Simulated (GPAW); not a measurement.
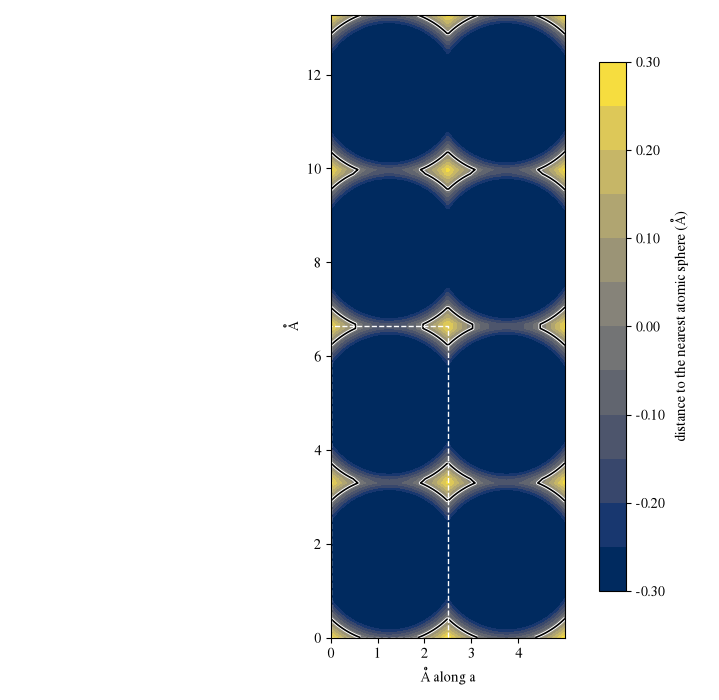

Map of the distance to the nearest atomic sphere in BN in space group P6_3/mmc, computed on the section y = 0.000 (parallel to a and c; the dashed line is one cell). The black line marks the spheres' surfaces; positive values are empty space; unlabelled circles belong to atoms above or below the section.

The atoms' radii are van der Waals radii (Alvarez): N 1.66 Å, B 1.91 Å.

Origin of the cell: an entry of the Crystallography Open Database, as set up for an electronic-structure calculation.

```
N B
1.0
     2.49824    0.00000    0.00000
    -1.24912    2.16354    0.00000
     0.00000    0.00000    6.63570
N B
2 2
Cartesian
  1.2491 0.7212 1.6589
  0.0000 1.4424 4.9768
  1.2491 0.7212 4.9768
  0.0000 1.4424 1.6589
```

Q: Where is the largest hole in this section, and how large is it?

A: At 0.000, 0.000, 0.000 (fractional), where the distance reaches 0.29 Å; it is enclosed by 6 B (then 6 N) in a distorted octahedral arrangement. It is the largest hole of the crystal.

Q: How much of the crystal lies outside the spheres?

A: About 2 % of the cell's volume, and 6 % of this section's area.

Q: What can pass through?

A: The largest sphere that fits anywhere has a diameter of 0.58 Å; no sphere of appreciable size can travel through the crystal.
